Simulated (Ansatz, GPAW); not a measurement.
# A 7-layer slab of K(100): work function by functional and basis

How far do functional and basis move the work function of a 7-layer slab of K(100)?

Calculated with GPAW 26.7.0 and Ansatz 0.2.0; Ansatz plane waves; slab in vacuum with a dipole correction, relaxation; PAW set soft_1, in the first sound run; inputs show where later runs differ.

## 1. The structure

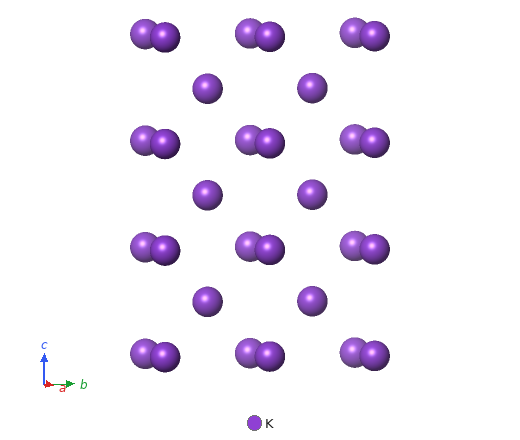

The starting structure, seen from the side, with the c axis up (potassium purple). 1×2×1 cells are drawn. Some periodic images of atoms are drawn too.

The cell holds 7 atoms: 7 K. Cell: a = 5.230 Å, b = 5.230 Å, c = 33.690 Å, α = 90.0°, β = 90.0°, γ = 90.0°. Vacuum lies along c.

## 2. Relaxing the atoms

The atoms are relaxed first, since the surface dipole, and with it the work function, follows the positions of the outer layers. The lowest 3 atoms are held at bulk positions and keep their forces.

The input, input.yaml:

```yaml
crystal:
  lattice:
    - [5.23, 0.0, 0.0]
    - [0.0, 5.23, 0.0]
    - [0.0, 0.0, 33.69]
  atoms:
    - { symbol: K, position: [0.0, 0.0, 0.267141585] }
    - { symbol: K, position: [0.5, 0.5, 0.3447610567] }
    - { symbol: K, position: [0.0, 0.0, 0.4223805283] }
    - { symbol: K, position: [0.5, 0.5, 0.5] }
    - { symbol: K, position: [0.0, 0.0, 0.5776194717] }
    - { symbol: K, position: [0.5, 0.5, 0.6552389433] }
    - { symbol: K, position: [0.0, 0.0, 0.732858415] }
kpoints:
  mp_grid: { grid: [6, 6, 1] }
hamiltonian:
  xc: pbe
  pseudopotentials: { kind: paw, azcp: { folder: soft_1 } }
scf:
  occupations: { method: fermi_dirac, width: 0.1 }
efield:
  axis: 3
  dipole_correction: true
  ramp_width: 0.05
relax:
  f_tol: 0.02
  max_steps: 60
  constraints: [{ sites: [0, 1, 2] }]
output:
  write_potential: true
  write_density: true
  volumetric_format: npy
```

Launch:

```
$ ansatz run input.yaml --threads 4 --pin off --max-ram 8192MiB --backend cpu --events-out ev --progress --plain --runs-dir out
```

Numbers of over 12 decimals in the logs are rounded to 6 here.

Log:

```text
Engine: ansatz 0.2.0, aarch64-unknown-linux-gnu
Pseudopotentials: kind: paw
Pseudopotential: K, paw, valence charge 9, recommended cutoff 420 eV (normal), soft_1/K.paw.azcp
Functional definition: PBE
  parameter kappa = 0.804
  parameter beta = 0.066725
  exchange = pbe_x(kappa = kappa, mu = beta*pi^2/3)
  correlation = pbe_c(beta = beta)
Crystal: 7 atoms, lattice volume = 921.519 Å³
Basis set: ecut = 420 eV, 18073 PW (Γ), exchange–correlation on 72×72×480 points (8 copies of the dense FFT grid, shifted against one another)
Bands: 39, of which v1, the nominal top of the filled ones, is band 32 counted from 1 (31 counted from 0)
Symmetry: 8 space group operations
k-points: 10 of 36
Non-local potential: K, projectors of the file, l = 0: 3, l = 1: 2, l = 2: 2
PAW form: soft (Blöchl's): semilocal exchange-correlation on the pseudo side does not see the compensation charge
PAW one-centre angular grid: K, 110 points (default); XC on 64 Gauss nodes
Initial density: superposition of atomic densities (neutral atoms: chi_scale 0, normalization atom)
Initial wavefunctions: pseudopotential atomic-orbital guess
Functional: x = pbe(κ = 0.804, μ = 0.219515), c = pbe(β = 0.066725)
SCF iter   1: F=—  HF=-10764.405729 eV  |F-HF|=—  |Δ(HF+E_count)|=         —  Δρ=2.95e-3  dr2=2.32e0  ethr=3.10e-3  p=0.000 e·Å  D=1.48e-15 V/Å  ΔV_dip=-0.00 eV  dr2_dipole=9.83e-8  V_vac-E_F(+/−)=3.19/3.19 eV  ⟨swp⟩=13.4  Hψ=2078  notcnv=0
efield: sawtooth ramp at fractional position 0.9750 (placed from the atoms, in the widest stretch of the axis that holds none; the zero of the levels goes with the place), width 0.0500; the density the first Hamiltonian is built on has a dipole p = 0.000 e·Å; the dipole correction subtracts the counter field D = 1.48e-15 V/Å, which shifts the + side's vacuum level by -0.00 eV against the − side's; the planar-averaged density in the ramp window peaks in size at 1.8e-8 e/Å³
preconditioner: auto → LDOS  [metal: Δε(μ)=0.010 eV  Ē_g=1.886 eV  σ=0.100 eV  W_gap=0.03  n_scr=90 (ndim 8)  ℏωp=3.2 eV  f_vac=0.403  D(μ)=5.65/eV (n_scr^D=10)  β→1.0]
SCF iter   2: F=—  HF=-10764.195870 eV  |F-HF|=—  |Δ(HF+E_count)|=   2.10e-1  Δρ=2.01e-3  dr2=4.15e-2  ethr=3.10e-3  p=0.000 e·Å  D=2.63e-5 V/Å  ΔV_dip=-0.00 eV  dr2_dipole=1.39e-6  V_vac-E_F(+/−)=2.37/2.37 eV  ⟨swp⟩=3.3  Hψ=535  notcnv=0
SCF iter   3: F=—  HF=-10764.196551 eV  |F-HF|=—  |Δ(HF+E_count)|=   6.81e-4  Δρ=1.25e-3  dr2=2.10e-2  ethr=6.59e-5  p=0.000 e·Å  D=8.50e-6 V/Å  ΔV_dip=-0.00 eV  dr2_dipole=4.29e-9  V_vac-E_F(+/−)=2.35/2.35 eV  ⟨swp⟩=2.4  Hψ=772  notcnv=0
SCF iter   4: F=—  HF=-10764.192149 eV  |F-HF|=—  |Δ(HF+E_count)|=   4.40e-3  Δρ=2.66e-4  dr2=1.78e-3  ethr=3.33e-5  p=0.000 e·Å  D=6.29e-6 V/Å  ΔV_dip=-0.00 eV  dr2_dipole=3.84e-9  V_vac-E_F(+/−)=2.29/2.29 eV  ⟨swp⟩=2.1  Hψ=662  notcnv=0
SCF iter   5: F=—  HF=-10764.192097 eV  |F-HF|=—  |Δ(HF+E_count)|=   5.20e-5  Δρ=1.24e-4  dr2=2.85e-4  ethr=2.82e-6  p=0.000 e·Å  D=2.56e-6 V/Å  ΔV_dip=-0.00 eV  dr2_dipole=9.02e-13  V_vac-E_F(+/−)=2.28/2.28 eV  ⟨swp⟩=2.1  Hψ=658  notcnv=0
SCF iter   6: F=—  HF=-10764.192068 eV  |F-HF|=—  |Δ(HF+E_count)|=   2.99e-5  Δρ=1.89e-5  dr2=2.01e-5  ethr=4.52e-7  p=0.000 e·Å  D=6.12e-7 V/Å  ΔV_dip=-0.00 eV  dr2_dipole=4.66e-10  V_vac-E_F(+/−)=2.27/2.27 eV  ⟨swp⟩=2.2  Hψ=664  notcnv=0
SCF iter   7: F=-10764.192064 eV  HF=-10764.192072 eV  |F-HF|=7.69e-6  |Δ(HF+E_count)|=   4.50e-6  Δρ=9.77e-6  dr2=9.33e-6  ethr=1.59e-8  p=0.000 e·Å  D=1.89e-7 V/Å  ΔV_dip=-0.00 eV  dr2_dipole=7.18e-12  V_vac-E_F(+/−)=2.26/2.26 eV  ⟨swp⟩=13.4  Hψ=3221  notcnv=0
SCF 1 converged in 7 iterations: F = -10764.192064 eV  dr2 = 9.33e-6
  greatest PAW one-centre occupation: 0.988 electrons in one spin orbital (limit 2), on the K atom at site 4 (counted from 0), in its partial waves of l = 0
relax step   1: F+E_penalty+E_count = -10764.19206431 eV  Δ(F+E_penalty+E_count) = +0.000e0 eV  max|allowed force component| = 2.837e-2 eV/Å  Δτ_max = 0.0000 Å  (7 SCF iters, dr2 threshold 1.00e-5 eV, accepted)
Initial density: handed on by an earlier stage of this run
Initial wavefunctions: those handed on with the density
iter 1 solved again at ethr=5.21e-7 eV; its pass at ethr=3.10e-3 eV (dr2=3.28e-4 eV) is discarded
SCF iter   1: F=—  HF=-10764.192839 eV  |F-HF|=—  |Δ(HF+E_count)|=         —  Δρ=5.04e-5  dr2=4.50e-4  ethr=5.21e-7  p=0.000 e·Å  D=1.92e-7 V/Å  ΔV_dip=-0.00 eV  dr2_dipole=1.15e-4  V_vac-E_F(+/−)=2.26/2.26 eV  ⟨swp⟩=3.0  Hψ=1160  notcnv=0
efield: sawtooth ramp at fractional position 0.9750 (handed on by an earlier solve), width 0.0500; the density the first Hamiltonian is built on has a dipole p = 0.000 e·Å; the dipole correction subtracts the counter field D = 1.92e-7 V/Å, which shifts the + side's vacuum level by -0.00 eV against the − side's; the planar-averaged density in the ramp window peaks in size at 1.5e-6 e/Å³
preconditioner: auto → LDOS  [metal: Δε(μ)=0.015 eV  Ē_g=1.777 eV  σ=0.100 eV  W_gap=0.04  n_scr=90 (ndim 8)  ℏωp=3.2 eV  f_vac=0.414  D(μ)=6.16/eV (n_scr^D=10)  β→1.0]
SCF iter   2: F=—  HF=-10764.192830 eV  |F-HF|=—  |Δ(HF+E_count)|=   8.72e-6  Δρ=2.79e-5  dr2=3.13e-5  ethr=5.21e-7  p=-0.000 e·Å  D=-4.83e-5 V/Å  ΔV_dip=0.00 eV  dr2_dipole=9.33e-6  V_vac-E_F(+/−)=2.26/2.26 eV  ⟨swp⟩=1.2  Hψ=392  notcnv=0
SCF iter   3: F=—  HF=-10764.192716 eV  |F-HF|=—  |Δ(HF+E_count)|=   1.13e-4  Δρ=2.89e-5  dr2=7.63e-6  ethr=4.96e-8  p=-0.000 e·Å  D=-3.52e-5 V/Å  ΔV_dip=0.00 eV  dr2_dipole=9.80e-7  V_vac-E_F(+/−)=2.26/2.26 eV  ⟨swp⟩=2.0  Hψ=660  notcnv=0
SCF iter   4: F=—  HF=-10764.192714 eV  |F-HF|=—  |Δ(HF+E_count)|=   2.58e-6  Δρ=2.55e-6  dr2=2.24e-7  ethr=1.21e-8  p=-0.000 e·Å  D=-2.26e-5 V/Å  ΔV_dip=0.00 eV  dr2_dipole=2.06e-8  V_vac-E_F(+/−)=2.26/2.26 eV  ⟨swp⟩=2.0  Hψ=603  notcnv=0
SCF iter   5: F=-10764.192714 eV  HF=-10764.192714 eV  |F-HF|=1.12e-8  |Δ(HF+E_count)|=   1.44e-7  Δρ=1.67e-6  dr2=3.64e-8  ethr=1.59e-10  p=0.000 e·Å  D=5.59e-7 V/Å  ΔV_dip=-0.00 eV  dr2_dipole=1.57e-9  V_vac-E_F(+/−)=2.26/2.26 eV  ⟨swp⟩=11.2  Hψ=2664  notcnv=0
SCF 2 converged in 5 iterations: F = -10764.192714 eV  dr2 = 3.64e-8
  greatest PAW one-centre occupation: 0.988 electrons in one spin orbital (limit 2), on the K atom at site 2 (counted from 0), in its partial waves of l = 0
relax step   2: F+E_penalty+E_count = -10764.19271399 eV  Δ(F+E_penalty+E_count) = -6.497e-4 eV  max|allowed force component| = 2.576e-2 eV/Å  Δτ_max = 0.0270 Å  (5 SCF iters, accepted)
[...]
SCF iter   3: F=—  HF=-10764.195916 eV  |F-HF|=—  |Δ(HF+E_count)|=   1.15e-4  Δρ=2.12e-4  dr2=4.23e-4  ethr=3.00e-6  p=-0.001 e·Å  D=-2.58e-4 V/Å  ΔV_dip=0.01 eV  dr2_dipole=4.43e-5  V_vac-E_F(+/−)=2.27/2.26 eV  ⟨swp⟩=2.0  Hψ=714  notcnv=0
SCF iter   4: F=—  HF=-10764.195776 eV  |F-HF|=—  |Δ(HF+E_count)|=   1.40e-4  Δρ=2.04e-5  dr2=1.13e-5  ethr=6.71e-7  p=-0.001 e·Å  D=-1.72e-4 V/Å  ΔV_dip=0.01 eV  dr2_dipole=5.95e-7  V_vac-E_F(+/−)=2.27/2.26 eV  ⟨swp⟩=2.0  Hψ=664  notcnv=0
SCF iter   5: F=—  HF=-10764.195648 eV  |F-HF|=—  |Δ(HF+E_count)|=   1.28e-4  Δρ=1.27e-5  dr2=2.91e-6  ethr=1.79e-8  p=-0.000 e·Å  D=-3.11e-5 V/Å  ΔV_dip=0.00 eV  dr2_dipole=3.39e-8  V_vac-E_F(+/−)=2.27/2.26 eV  ⟨swp⟩=2.7  Hψ=762  notcnv=0
SCF iter   6: F=—  HF=-10764.195648 eV  |F-HF|=—  |Δ(HF+E_count)|=   4.11e-7  Δρ=2.58e-6  dr2=2.31e-7  ethr=4.62e-9  p=0.000 e·Å  D=5.84e-5 V/Å  ΔV_dip=-0.00 eV  dr2_dipole=1.46e-8  V_vac-E_F(+/−)=2.26/2.26 eV  ⟨swp⟩=2.1  Hψ=718  notcnv=0
SCF iter   7: F=-10764.195648 eV  HF=-10764.195648 eV  |F-HF|=7.72e-9  |Δ(HF+E_count)|=   2.21e-8  Δρ=8.38e-7  dr2=2.75e-8  ethr=1.59e-10  p=0.000 e·Å  D=8.14e-5 V/Å  ΔV_dip=-0.00 eV  dr2_dipole=2.73e-10  V_vac-E_F(+/−)=2.26/2.26 eV  ⟨swp⟩=10.7  Hψ=2639  notcnv=0
SCF 3 converged in 7 iterations: F = -10764.195648 eV  dr2 = 2.75e-8
relax step   3: F+E_penalty+E_count = -10764.19564803 eV  Δ(F+E_penalty+E_count) = -2.934e-3 eV  max|allowed force component| = 7.059e-3 eV/Å  Δτ_max = 0.1945 Å  (7 SCF iters, accepted)
SCF iter   1: F=—  HF=-10764.195991 eV  |F-HF|=—  |Δ(HF+E_count)|=         —  Δρ=2.30e-4  dr2=6.31e-3  ethr=1.09e-4  p=0.000 e·Å  D=8.14e-5 V/Å  ΔV_dip=-0.00 eV  dr2_dipole=1.40e-5  V_vac-E_F(+/−)=2.26/2.26 eV  ⟨swp⟩=4.4  Hψ=1139  notcnv=0
efield: sawtooth ramp at fractional position 0.9750 (handed on by an earlier solve), width 0.0500; the density the first Hamiltonian is built on has a dipole p = 0.000 e·Å; the dipole correction subtracts the counter field D = 8.14e-5 V/Å, which shifts the + side's vacuum level by -0.00 eV against the − side's; the planar-averaged density in the ramp window peaks in size at 2.1e-6 e/Å³
preconditioner: auto → LDOS  [metal: Δε(μ)=0.004 eV  Ē_g=1.767 eV  σ=0.100 eV  W_gap=0.01  n_scr=90 (ndim 8)  ℏωp=3.2 eV  f_vac=0.404  D(μ)=6.17/eV (n_scr^D=10)  β→1.0]
SCF iter   2: F=—  HF=-10764.196461 eV  |F-HF|=—  |Δ(HF+E_count)|=   4.70e-4  Δρ=1.52e-4  dr2=5.67e-3  ethr=1.00e-5  p=-0.001 e·Å  D=-2.40e-4 V/Å  ΔV_dip=0.01 eV  dr2_dipole=3.35e-3  V_vac-E_F(+/−)=2.27/2.27 eV  ⟨swp⟩=1.1  Hψ=471  notcnv=0
SCF iter   3: F=—  HF=-10764.196321 eV  |F-HF|=—  |Δ(HF+E_count)|=   1.40e-4  Δρ=4.76e-5  dr2=7.35e-4  ethr=9.00e-6  p=-0.001 e·Å  D=-1.92e-4 V/Å  ΔV_dip=0.01 eV  dr2_dipole=3.96e-4  V_vac-E_F(+/−)=2.27/2.27 eV  ⟨swp⟩=1.0  Hψ=390  notcnv=0
SCF iter   4: F=—  HF=-10764.196331 eV  |F-HF|=—  |Δ(HF+E_count)|=   1.03e-5  Δρ=7.88e-5  dr2=4.84e-5  ethr=1.17e-6  p=-0.000 e·Å  D=-2.44e-5 V/Å  ΔV_dip=0.00 eV  dr2_dipole=1.98e-6  V_vac-E_F(+/−)=2.27/2.27 eV  ⟨swp⟩=1.8  Hψ=498  notcnv=0
SCF iter   5: F=—  HF=-10764.196192 eV  |F-HF|=—  |Δ(HF+E_count)|=   1.40e-4  Δρ=6.35e-6  dr2=7.31e-6  ethr=7.68e-8  p=0.000 e·Å  D=5.94e-6 V/Å  ΔV_dip=-0.00 eV  dr2_dipole=5.50e-6  V_vac-E_F(+/−)=2.27/2.27 eV  ⟨swp⟩=2.0  Hψ=660  notcnv=0
SCF iter   6: F=—  HF=-10764.196192 eV  |F-HF|=—  |Δ(HF+E_count)|=   5.24e-7  Δρ=5.34e-6  dr2=9.08e-7  ethr=1.16e-8  p=0.000 e·Å  D=9.53e-5 V/Å  ΔV_dip=-0.00 eV  dr2_dipole=2.27e-7  V_vac-E_F(+/−)=2.26/2.27 eV  ⟨swp⟩=2.2  Hψ=459  notcnv=0
SCF iter   7: F=—  HF=-10764.196192 eV  |F-HF|=—  |Δ(HF+E_count)|=   3.94e-8  Δρ=1.11e-6  dr2=3.41e-7  ethr=1.44e-9  p=0.001 e·Å  D=1.17e-4 V/Å  ΔV_dip=-0.00 eV  dr2_dipole=1.62e-7  V_vac-E_F(+/−)=2.26/2.27 eV  ⟨swp⟩=2.1  Hψ=704  notcnv=0
SCF iter   8: F=-10764.196192 eV  HF=-10764.196192 eV  |F-HF|=1.08e-9  |Δ(HF+E_count)|=   2.29e-9  Δρ=4.37e-7  dr2=3.76e-9  ethr=1.59e-10  p=0.001 e·Å  D=1.24e-4 V/Å  ΔV_dip=-0.00 eV  dr2_dipole=9.50e-10  V_vac-E_F(+/−)=2.26/2.27 eV  ⟨swp⟩=9.3  Hψ=2698  notcnv=0
SCF 4 converged in 8 iterations: F = -10764.196192 eV  dr2 = 3.76e-9
relax step   4: F+E_penalty+E_count = -10764.19619214 eV  Δ(F+E_penalty+E_count) = -5.441e-4 eV  max|allowed force component| = 3.474e-3 eV/Å  Δτ_max = 0.1229 Å  (8 SCF iters, accepted)
NSCF: frozen V_eff on 10 k-points
the band table was solved once a step of the walk had ended and its energy, with any forces and stress, was formed, with the checks that follow a solve (1929 applications of the Hamiltonian). They found nothing against the state; the energy, forces and stress were not computed again (output.eigenvalues in the input reference)
WARN: The output density's exchange-correlation potential varies sharply where the density is thin. Do not read a vacuum level from v_tot or v_xc, or from such a field of the output density. On a cell that repeats whose density bears no net charge and no dipole along the vacuum's axis use v_es (v_loc + v_h of the components); under efield.dipole_correction with no amplitude use v_es + v_field, which holds any externa [...]
SCF converged after 8 iterations
Free energy (F): -10764.196192 eV
Harris-Foulkes:  -10764.196192 eV  (|F-HF|=1.08e-9)
Internal energy: -10763.999793 eV  (E = F + TS)
E sigma→0 (E₀):  -10764.097993 eV
Entropy (-TS):   -0.196399 eV (-28.057 meV/atom)
Fermi energy:    0.023456 eV
Dipole field:    D = 0.000143 V/Å  (p = 0.000730 e·Å, saw-weighted, corrected)
Work function:   Φ+ = 2.2613 eV   Φ− = 2.2661 eV
Levels:          The Fermi level and band energies are counted from a zero that moves with the ramp; work functions are not
--- Per-component energies (eV) ---
  E_band       = -1113.716414
  E_kinetic    = 1769.185872
  E_local      = -20149.015133  (includes V_loc(G=0)·N_el)
  E_nonlocal   = 91.325478
  E_hartree    = 9262.132382
  E_xc         = -937.084042
  E_vxc        = -1143.456907  (∫ρ·V_xc dr)
  E_paw        = -5474.917059  (= ΣΔE_a)
  E_vpaw       = -206.014877  (= ΣTr[D̂ρ^β])
  E_aug_tail   = -0.000031  (compensation charges beyond the density's cutoff)
  E_efield     = 0.000000  (sawtooth field / dipole correction)
  E_vefield    = -0.001071  (∫n·V_field dr)
  E_ewald      = 4674.372740
  E_smearing   = -0.196399  (= −TS)
  E_closure    = 0.000000  (closes the sum)
  Σ components = -10764.196192   (vs F -10764.196192, Δ=0.00e0)
--- Forces (eV/Å), atoms counted from 1 ---
  atom   1  K     -0.00000000     0.00000000    -0.02841254
  atom   2  K     -0.00000000     0.00000000     0.01612485
  atom   3  K     -0.00000000     0.00000000     0.01102151
  atom   4  K      0.00000000     0.00000000    -0.00026699
  atom   5  K     -0.00000000     0.00000000    -0.00085397
  atom   6  K     -0.00000000     0.00000000     0.00347401
  atom   7  K      0.00000000     0.00000000    -0.00108069
  max |Σ_I F_I| component: 6.18e-6 eV/Å
--- Band table (eV; the first three rows and the last of 10) ---
  k-point 0: bands = [... 28 lower, -2.0459, -1.7838, -1.3461, -0.7802, -0.1425, 0.4935, 1.0905, 1.6545, ... 3 higher]
  k-point 1: bands = [... 28 lower, -1.8716, -1.6129, -1.1813, -0.6225, 0.0071, 0.6318, 1.1989, 1.4267, ... 3 higher]
  k-point 2: bands = [... 28 lower, -1.3638, -1.1155, -0.7024, -0.1671, 0.4215, 0.4398, 0.6410, 0.9999, ... 3 higher]
  k-point 9: bands = [... 28 lower, 0.5833, 0.6140, 0.8032, 0.8032, 0.8213, 0.9099, 0.9472, 0.9472, ... 3 higher]
--- Relaxed structure (4 steps of the walk, 4 accepted, 0 SCFs on fresh bases) ---
  F+E_penalty+E_count = -10764.19619214 eV   max|allowed force component| = 3.474e-3 eV/Å
  atoms:
    - { symbol: K, position: [0.0, 0.0, 0.267142] }
    - { symbol: K, position: [0.5, 0.5, 0.344761] }
    - { symbol: K, position: [0.0, 0.0, 0.422381] }
    - { symbol: K, position: [0.5, 0.5, 0.502756] }
    - { symbol: K, position: [0, 0.0, 0.582895] }
    - { symbol: K, position: [0.5, 0.5, 0.661624] }
    - { symbol: K, position: [0, 0.0, 0.743079] }
```

It took 29 s on 4 threads of Arm Neoverse V1, shared host; peak memory 1.2 GiB; 1.9 min of CPU time.

Relaxation path:

| step | energy less that of the first step (eV) | largest force component (eV/Å) |
| --- | --- | --- |
| 1 | 0.0000 | 0.0284 |
| 2 | -0.0006 | 0.0258 |
| 3 | -0.0036 | 0.0071 |
| 4 | -0.0041 | 0.0035 |

Forces are held to the 8 operations that the run works with; a distortion that breaks them can't arise in this run.

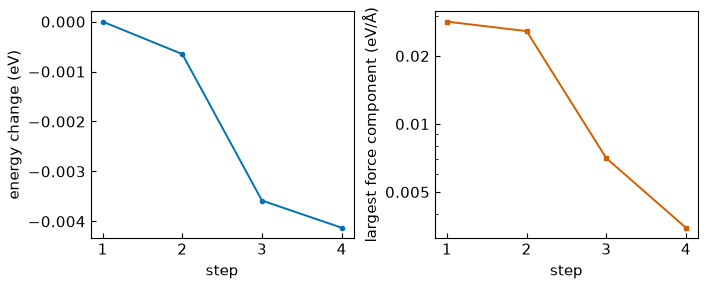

Energy and largest force along the relaxation.

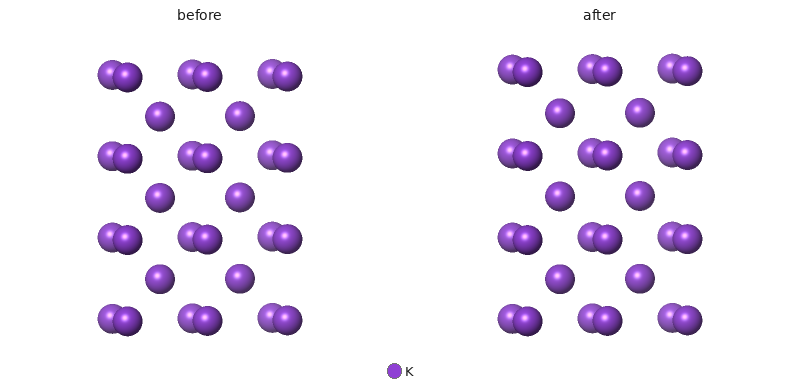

The structure before and after the relaxation, drawn at the same scale.

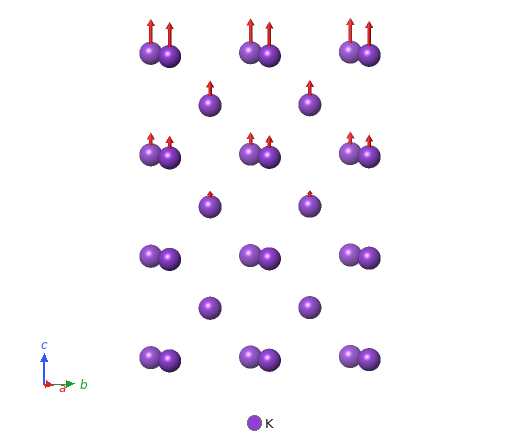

Displacements in the relaxation, exaggerated; the longest in the cell stands for 0.34 Å. 1×2×1 cells are drawn. Some periodic images of atoms are drawn too.

The atoms that moved most (Å):

| atom | dx | dy | dz | length |
| --- | --- | --- | --- | --- |
| K7 | 0.000 | 0.000 | 0.344 | 0.344 |
| K6 | 0.000 | 0.000 | 0.215 | 0.215 |
| K5 | 0.000 | 0.000 | 0.178 | 0.178 |
| K4 | 0.000 | 0.000 | 0.093 | 0.093 |

Numbers from this step:

```
free energy             : -10764.1962 eV
smearing term TS        : 0.1964 eV
symmetry operations     : 8
upper work function     : 2.261 eV
lower work function     : 2.266 eV
dipole along the normal : 7.30e-4 e·Å
dipole field            : 1.43e-4 V/Å
vacuum level above      : 2.285 eV
vacuum level below      : 2.290 eV
```

The electrostatic potential energy of an electron (with the applied field's), less the Fermi level, planar mean oscillates, so the rows of the table below give means over windows of 2.67 Å about each position, cut where the curve ends. Its maxima inside the range that stand out by 2 % of the span (Å: eV): 10.4: 0.914, 12.9: 0.912, 15.6: 1.04, 18.2: 1.02, 20.9: 0.955, 23.6: 1.10. Its minima: 9.0: -2.81, 11.7: -2.63, 14.2: -2.62, 17.0: -2.66, 19.7: -2.62, 22.3: -2.62, 25.0: -2.78.

Table of electrostatic potential energy of an electron (with the applied field's), less the Fermi level, planar mean by z; means over each step:

```csv
z (Å),"electrostatic potential energy of an electron (with the applied field's), less the Fermi level, planar mean (eV)"
1.33,2.27
4.00,2.26
6.67,1.89
9.34,-0.736
12.02,-0.664
14.68,-0.606
17.36,-0.629
20.02,-0.631
22.70,-0.582
25.37,-0.589
28.04,2.12
30.70,2.26
33.38,2.26
```

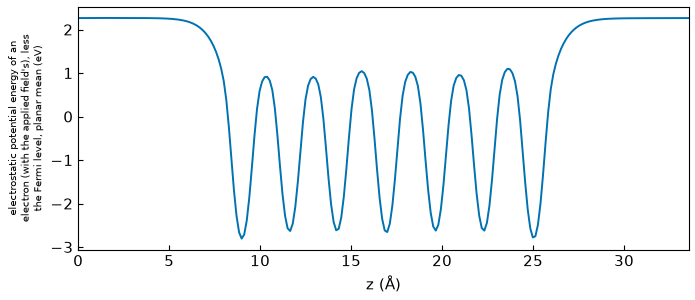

Electrostatic potential energy of an electron (with the applied field's), less the Fermi level, planar mean against z.

(Part 1 of 3 ends here.)

[Logs are printed without paths, hosts, clocks, repeated set-up lines and the standing remarks that a program may print on its own settings, such as how far it seeks lower states.]

[Hosts, paths, dates, database ids (printed as entryN), source tags and the programs' standing remarks are cut or masked in the printed files.]
